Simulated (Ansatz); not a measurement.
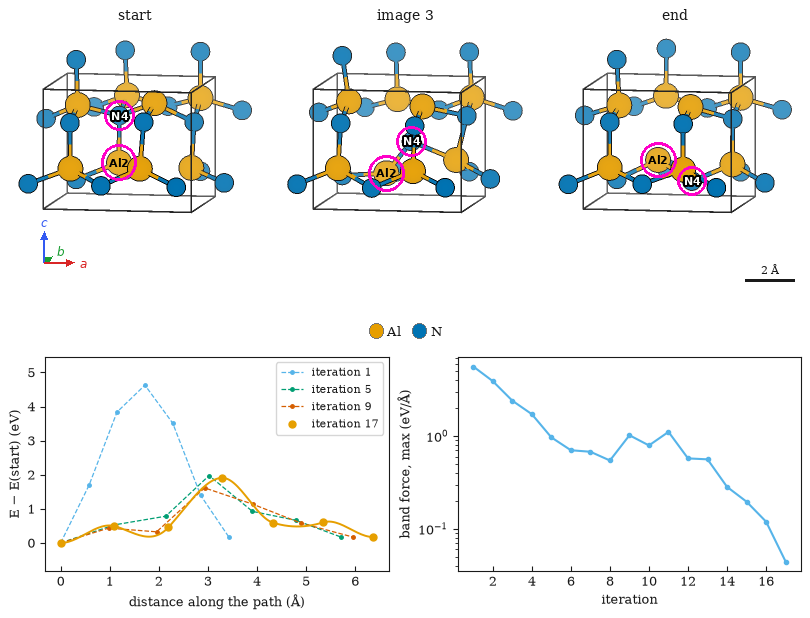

A nudged-elastic-band calculation for AlN with an N vacancy (15 atoms in the cell, charge -1). Images are numbered from 0 (start) to 6 (end). The plot follows the band through its iterations. Style: ball-and-stick. Shown: the simulation cell (origin moved), slightly off an axis. The atoms that move most are ringed. Bonds to atoms that aren't drawn are left out.

All numbers below come from Ansatz, DFT PBE, scalar-relativistic, plane waves, PAW. Settings: plane-wave cutoff 420 eV; k-point mesh 2 × 3 × 3; Gaussian smearing 0.02 eV; 5 movable images; climbing image; force threshold 0.05 eV/Å; iteration limit 58; spring constant 1.0 eV/Å²; starting path by image-dependent pair potential.

**How did the profile develop, and is the result final?**

The run is converged, with reservations. The band converged in 17 iterations. The largest component of the band force went from 5.6 to 0.044 eV/Å. The climbing image converged on the top of the path. A check of its curvatures found one unstable direction (−5.1 eV/Å²), as a transition state must have. The first iteration put the highest image at 4.63 eV. The highest point, image 3, lies 1.91 eV above the start and 1.73 eV above the end; the end is at +0.17 eV relative to the start.

Limits of the set-up: the periodic images lie only 5.0 Å apart, so the values are limited by the cell's size; the cell is charged, on a uniform background, and energies carry no finite-size correction.

PAW datasets: the set soft_1.
